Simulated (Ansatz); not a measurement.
**What a change does: single-point calculation on CoSi**

System: CoSi (Pm-3m, 2 atoms in the cell).
Method of run A: DFT, PBE, all-electron PAW with datasets made for the crystal, scalar-relativistic, spin-polarised (Ansatz 0.2.0).

The structure derives from a Materials Project entry. Text and figures count atoms from 1; the logs count them from 0 in places.

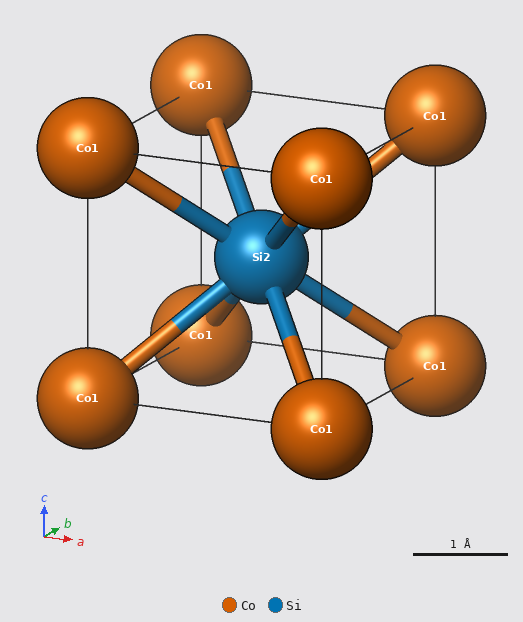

Fig. 1: The structure (ball-and-stick view of the cell of the calculation, seen at an oblique angle; atoms are numbered from 1 in the order of the input).

## Input file, run A
```yaml
crystal:
  lattice:
    - [2.781334, 0.0, 0.0]
    - [0.0, 2.781334, 0.0]
    - [0.0, 0.0, 2.781334]
  atoms:
    - { symbol: Co, position: [0.0, 0.0, 0.0], spin: 0.15 }
    - { symbol: Si, position: [0.5, 0.5, 0.5] }
magnetization:
  spin_polarized: true
  initial_magnetization: 0.15
  spin_locking: { lock_magnetization: hard }
kpoints:
  mp_grid: { grid: [14, 14, 14] }
scf:
  occupations: { method: fermi_dirac, width: 0.03 }
  lower_state_search: "off"
hamiltonian:
  xc: pbe
  pseudopotentials: { kind: all_electron, datasets: crystal }
output:
  forces: true
  stress: true
  eigenvalues: false
```

Command:
```bash
ansatz run input.yaml --threads 1 --pin off --max-ram 3072MiB --backend cpu --events-out ev --progress --plain --runs-dir out
```

Hardware: 1 thread of Intel Xeon @ 2.50GHz (Skylake/Cascade Lake), 32 GiB of memory available, shared host.

## Output, shortened to warnings, some set-up lines, iterations and results (run A)
```
Basis set: ecut = 280 eV, 251 PW (Γ), exchange–correlation on 32×32×32 points (8 copies of the dense FFT grid, shifted against one another)
Symmetry: 48 space group operations
k-points: 120 of 2744
Initial density: superposition of atomic densities (chi_scale 0.1, normalization cell)
[...]
SCF iter   1: F=—  HF=-45811.839548 eV  |F-HF|=—  |Δ(HF+E_count)|=         —  Δρ=1.05e-1 (↑1.01e-1 ↓1.05e-1)  dr2=8.68e0  dr2_m=1.26e-3  M=0.150 μB ∫|m|=0.171 μB  β_m=0.30  …
SCF iter   2: F=—  HF=-45811.196548 eV  |F-HF|=—  |Δ(HF+E_count)|=   6.43e-1  Δρ=3.29e-2 (↑3.29e-2 ↓3.27e-2)  dr2=1.08e0  dr2_m=9.99e-5  M=0.150 μB ∫|m|=0.152 μB  β_m=0.26  …
SCF iter   3: F=—  HF=-45810.690262 eV  |F-HF|=—  |Δ(HF+E_count)|=   5.06e-1  Δρ=2.49e-2 (↑2.26e-2 ↓2.49e-2)  dr2=4.10e-1  dr2_m=3.96e-4  M=0.150 μB ∫|m|=0.162 μB  β_m=0.45  …
SCF iter   4: F=—  HF=-45810.620940 eV  |F-HF|=—  |Δ(HF+E_count)|=   6.93e-2  Δρ=6.28e-3 (↑6.28e-3 ↓5.68e-3)  dr2=2.64e-2  dr2_m=3.52e-5  M=0.150 μB ∫|m|=0.166 μB  β_m=0.50  …
SCF iter   5: F=—  HF=-45810.628966 eV  |F-HF|=—  |Δ(HF+E_count)|=   8.03e-3  Δρ=5.77e-3 (↑5.77e-3 ↓5.47e-3)  dr2=2.70e-2  dr2_m=7.43e-6  M=0.150 μB ∫|m|=0.168 μB  β_m=0.57  …
SCF iter   6: F=—  HF=-45810.629254 eV  |F-HF|=—  |Δ(HF+E_count)|=   2.88e-4  Δρ=1.90e-3 (↑1.90e-3 ↓1.82e-3)  dr2=3.15e-3  dr2_m=1.08e-6  M=0.150 μB ∫|m|=0.169 μB  β_m=0.79  …
SCF iter   7: F=—  HF=-45810.630327 eV  |F-HF|=—  |Δ(HF+E_count)|=   1.07e-3  Δρ=4.39e-4 (↑3.78e-4 ↓4.39e-4)  dr2=1.72e-4  dr2_m=3.51e-7  M=0.150 μB ∫|m|=0.170 μB  β_m=0.79  …
SCF iter   8: F=—  HF=-45810.630368 eV  |F-HF|=—  |Δ(HF+E_count)|=   4.14e-5  Δρ=5.74e-4 (↑5.24e-4 ↓5.74e-4)  dr2=3.15e-4  dr2_m=1.70e-7  M=0.150 μB ∫|m|=0.170 μB  β_m=0.89  …
SCF iter   9: F=—  HF=-45810.630314 eV  |F-HF|=—  |Δ(HF+E_count)|=   5.41e-5  Δρ=3.77e-5 (↑3.77e-5 ↓3.67e-5)  dr2=8.52e-7  dr2_m=6.19e-10  M=0.150 μB ∫|m|=0.170 μB  β_m=0.93  …
SCF iter  10: F=—  HF=-45810.630313 eV  |F-HF|=—  |Δ(HF+E_count)|=   4.52e-7  Δρ=1.18e-5 (↑9.42e-6 ↓1.18e-5)  dr2=1.09e-7  dr2_m=3.18e-10  M=0.150 μB ∫|m|=0.170 μB  β_m=0.96  …
SCF iter  11: F=-45810.630313 eV  HF=-45810.630313 eV  |F-HF|=5.09e-11  |Δ(HF+E_count)|=   1.33e-8  Δρ=9.08e-7 (↑9.08e-7 ↓5.25e-7)  dr2=2.18e-10  dr2_m=2.34e-11  M=0.150 μB …
SCF 1 converged in 11 iterations: F = -45810.630316 eV  dr2 = 2.18e-10
  Residual-converged pass: ⟨swp⟩=3.1  Hψ=8200  notcnv=0  max |occ|·‖R‖ = 5.2e-6 eV (tolerance 5.3e-6 eV)  dr2=2.21e-10  dr2_m=2.46e-11  dr2_onsite=3.29e-10  max |Δocc| = 3.7e-10
SCF converged after 11 iterations
Stability checked in part: among states of this total moment the steps that led to this state did not find it unstable. No probe was made; neither looks for a lower state of another moment (fixed_total_moment; see scf.lower_state_search)
Magnetization: 0.1500 μB (10.5750 up, 10.4250 down)
Absolute magnetization: 0.1698 μB (∫|ρ↑−ρ↓|)
Spin contamination: 0.0381 ħ² per cell (⟨S²⟩ above its minimum at these occupations)
Per-site moments (μB) at R_I (Å): [(0.1591960957527022, 0.9935911839188726), (-0.0013112625086300887, 0.9935911839188726)]
Free energy (F): -45810.630316 eV
Harris-Foulkes:  -45810.630316 eV  (|F-HF|=5.09e-11)
Internal energy: -45810.623335 eV  (E = F + TS)
E sigma→0 (E₀):  -45810.626825 eV
Entropy (-TS):   -0.006981 eV (-3.490 meV/atom)
Past the cutoff: the bands carry plane waves up to 1.75 times it, of which those up to 1.5 times it add -0.000424 eV an atom, each by itself; the spheres take 0.000204 eV an atom off the energy for waves past 1.75 times it
By the cutoff:   a pressure is off by up to 0.008 GPa (1.2 times the spheres' own share and the shells' term, over an atom's volume, and 0.004 GPa: a bound that held against runs at twice the plane waves)
Past the cutoffs: a stress includes 0.0012 GPa for waves and charges beyond them, in addition to the slope of what the spheres take
In the spheres:  the bands' charges fall short by 1.2e-6 e at most (sound up to 1e-3)
Fermi energy:    18.707243 (↑ 18.673093, ↓ 18.741392) eV
--- Per-component energies (eV) ---
  E_band       = -199.824817
  E_kinetic    = 154.145369
  E_local      = -1851.660111  (includes V_loc(G=0)·N_el)
  E_nonlocal   = -830.877820
  E_hartree    = 1037.198406
  E_xc         = -76.792629
  E_vxc        = -96.908854  (∫ρ·V_xc dr)
  E_paw        = -47019.097968  (= ΣΔE_a)
  E_vpaw       = -4947.835529  (= ΣTr[D̂ρ^β])
  E_ewald      = -2522.454418
  E_smearing   = -0.006981  (= −TS)
  E_closure    = 5298.915836  (closes the sum)
  Σ components = -45810.630316   (vs F -45810.630316, Δ=0.00e0)
  The terms above E_closure are by the made datasets' own strengths, without shells solved beside the bands.
--- Forces (eV/Å), atoms counted from 1 ---
  atom   1  Co    -0.00000000     0.00000000     0.00000000
  atom   2  Si     0.00000000    -0.00000000     0.00000000
  max |Σ_I F_I| component: 8.30e-31 eV/Å
--- Stress (GPa, compression-positive) ---
       -0.241244       0.000000       0.000000
        0.000000      -0.241244       0.000000
        0.000000       0.000000      -0.241244
[...]
```

For run B the input was changed thus:
```diff
-  pseudopotentials: { kind: all_electron, datasets: crystal }
+  pseudopotentials: { kind: all_electron, lapw: { basis_error: 0.0005 } }
```

What does this change do to the results?

The total moment is fixed by the input in run A and run B, so the state need not be the lowest. The total energies belong to different models, so their difference says nothing on which is more stable or more accurate. The SCF takes 10 iterations against 11. On the same kind of shared host run B took about 1.9 times as long.

## Output, shortened to warnings, some set-up lines, iterations and results (run B)
```
Basis set: ecut = 295.28513795629647 eV, 251 PW (Γ), exchange–correlation at level 2
Symmetry: 48 space group operations
k-points: 120 of 2744
Initial density: superposition of atomic densities (chi_scale 0.1, normalization cell)
[...]
SCF iter   1: F=—  HF=-45811.165333 eV  |F-HF|=—  |Δ(HF+E_count)|=         —  Δρ=2.98e-2 (↑2.92e-2 ↓2.98e-2)  dr2=1.11e0  dr2_m=2.15e-5  M=0.150 μB ∫|m|=0.150 μB  β_m=0.30  …
SCF iter   2: F=—  HF=-45811.019793 eV  |F-HF|=—  |Δ(HF+E_count)|=   1.46e-1  Δρ=1.02e-2 (↑9.49e-3 ↓1.02e-2)  dr2=3.11e-2  dr2_m=6.71e-5  M=0.150 μB ∫|m|=0.162 μB  β_m=0.24  …
SCF iter   3: F=—  HF=-45810.700691 eV  |F-HF|=—  |Δ(HF+E_count)|=   3.19e-1  Δρ=1.09e-2 (↑1.09e-2 ↓1.07e-2)  dr2=1.45e-1  dr2_m=1.60e-5  M=0.150 μB ∫|m|=0.154 μB  β_m=0.42  …
SCF iter   4: F=—  HF=-45810.633842 eV  |F-HF|=—  |Δ(HF+E_count)|=         —  Δρ=2.04e-3 (↑1.65e-3 ↓2.04e-3)  dr2=2.25e-3  dr2_m=9.08e-6  M=0.150 μB ∫|m|=0.163 μB  β_m=0.55  …
SCF iter   5: F=—  HF=-45810.630681 eV  |F-HF|=—  |Δ(HF+E_count)|=   3.16e-3  Δρ=8.24e-4 (↑8.24e-4 ↓6.81e-4)  dr2=6.50e-4  dr2_m=2.93e-6  M=0.150 μB ∫|m|=0.164 μB  β_m=0.64  …
SCF iter   6: F=—  HF=-45810.630544 eV  |F-HF|=—  |Δ(HF+E_count)|=   1.37e-4  Δρ=2.86e-4 (↑2.86e-4 ↓1.96e-4)  dr2=6.94e-5  dr2_m=7.48e-7  M=0.150 μB ∫|m|=0.167 μB  β_m=0.82  …
SCF iter   7: F=—  HF=-45810.630528 eV  |F-HF|=—  |Δ(HF+E_count)|=   1.59e-5  Δρ=5.94e-5 (↑5.94e-5 ↓3.46e-5)  dr2=2.64e-6  dr2_m=3.55e-8  M=0.150 μB ∫|m|=0.169 μB  β_m=0.90  …
SCF iter   8: F=—  HF=-45810.630527 eV  |F-HF|=—  |Δ(HF+E_count)|=   1.22e-6  Δρ=6.29e-6 (↑2.66e-6 ↓6.29e-6)  dr2=2.25e-8  dr2_m=7.62e-10  M=0.150 μB ∫|m|=0.170 μB  β_m=0.95  …
SCF iter   9: F=-45810.630527 eV  HF=-45810.630527 eV  |F-HF|=1.24e-9  |Δ(HF+E_count)|=   1.59e-8  Δρ=8.84e-7 (↑8.84e-7 ↓4.28e-7)  dr2=2.72e-10  dr2_m=4.28e-11  M=0.150 μB …
SCF iter  10: F=-45810.630527 eV  HF=-45810.630527 eV  |F-HF|=1.82e-9  |Δ(HF+E_count)|=  7.13e-10  Δρ=6.34e-7 (↑6.34e-7 ↓4.40e-7)  dr2=3.49e-10  dr2_m=2.98e-12  M=0.150 μB …
SCF 1 converged in 10 iterations: F = -45810.630527 eV  dr2 = 3.49e-10
SCF converged after 10 iterations
Stability checked in part: among states of this total moment the steps that led to this state did not find it unstable. No probe was made; neither looks for a lower state of another moment (fixed_total_moment; see scf.lower_state_search)
Magnetization: 0.1500 μB (14.5750 up, 14.4250 down)
Absolute magnetization: 0.1697 μB (∫|ρ↑−ρ↓|)
Spin contamination: 0.0015 ħ² per cell (⟨S²⟩ above its minimum at these occupations)
Per-site moments (μB) at R_I (Å): [(0.15773030382873543, 1.308809639694177), (-0.0013161473304883486, 1.0998962248226962)]
Free energy (F): -45810.630527 eV
Harris-Foulkes:  -45810.630527 eV  (|F-HF|=1.82e-9)
Internal energy: -45810.623546 eV  (E = F + TS)
E sigma→0 (E₀):  -45810.627037 eV
Entropy (-TS):   -0.006981 eV (-3.490 meV/atom)
Fermi energy:    18.707187 (↑ 18.673121, ↓ 18.741252) eV
--- Per-component energies (eV) ---
  E_band       = -866.996997
  E_kinetic    = 46395.942722
  E_xc         = -2196.265450
  E_electrostatic = -90010.300818  (all electrons and nuclei)
  E_smearing   = -0.006981  (= −TS)
  E_closure    = 0.000000  (closes the sum)
  E_atoms      = -45796.146146  (free atoms, spherical and without spin; not in F)
  Σ components = -45810.630527   (vs F -45810.630527, Δ=0.00e0)
  Basis errors (estimates in eV, not in F): energy 1.4e-4 per atom: plane waves 1.2e-4 (6.3e-5 summed), levels above the bands 3.6e-57, relativity 4.6e-9, radial functions 1.9e-5, core shells 2.4e-10; eigenvalues (radial functions only) 1.3e-6; not estimated: angular momenta, meshes, grids; target …
--- Forces (eV/Å), atoms counted from 1 ---
  atom   1  Co    -0.00000000     0.00000000    -0.00000000
  atom   2  Si     0.00000000    -0.00000000    -0.00000000
  max |Σ_I F_I| component: 6.25e-31 eV/Å
--- Stress (GPa, compression-positive) ---
       -0.256115       0.000000       0.000000
        0.000000      -0.256115       0.000000
        0.000000       0.000000      -0.256115
  P = ⅓ Tr σ = -0.2561 GPa (-2.561 kbar)
settings of this run that can trade accuracy for cost: output.eigenvalues: false. Do not mix this run's numbers with those of runs without the same settings; the input reference describes each key
```

## The two runs side by side

```tsv
quantity	run A	run B
outcome	converged	converged
free energy per atom (eV)	−22905.3152	−22905.3153
energy per atom, smearing taken to zero (eV)	−22905.3134	−22905.3135
net moment of the cell (μB)	0.15	0.15
absolute moment of the cell (μB)	0.17	0.17
pressure (GPa)	−0.24	−0.26
largest force (eV/Å)	0.000	0.000
SCF iterations	11	10
irreducible k-points	120	120
plane waves at Γ	251	251
wall time (shared host)	19 s	37 s
```
